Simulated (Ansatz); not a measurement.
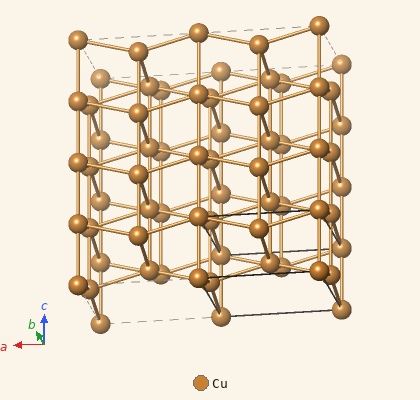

Cu, space group I4_1/amd (No. 141), a = 4.570 Å, b = 4.570 Å, c = 2.410 Å, α = 90.00°, β = 90.00°, γ = 90.00°. Origin: the geometry relaxed with Ansatz, DFT r2SCAN, scalar-relativistic, plane waves, PAW; the starting structure was generated, so it need not be a known form of this composition. Forms under 0.4 % of the area are left out.

Estimate the growth shape by the BFDH rule (face distance proportional to 1/d, absences counted).

Answer. The forms computed, by share of the surface:

```json
{"form": "{200}", "faces": "4", "d (Å)": "2.285", "share of area (%)": "54.8"}
{"form": "{101}", "faces": "8", "d (Å)": "2.132", "share of area (%)": "45.2"}
```

The crystal is roughly equant (blocky). Widths along a, b and c stand as 1.00 : 1.00 : 1.21.

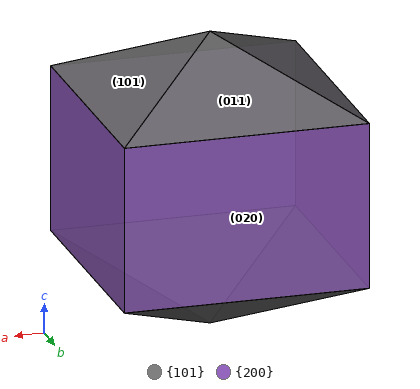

The computed shape, faces indexed. The rule is geometric and ignores bonding and growth conditions.
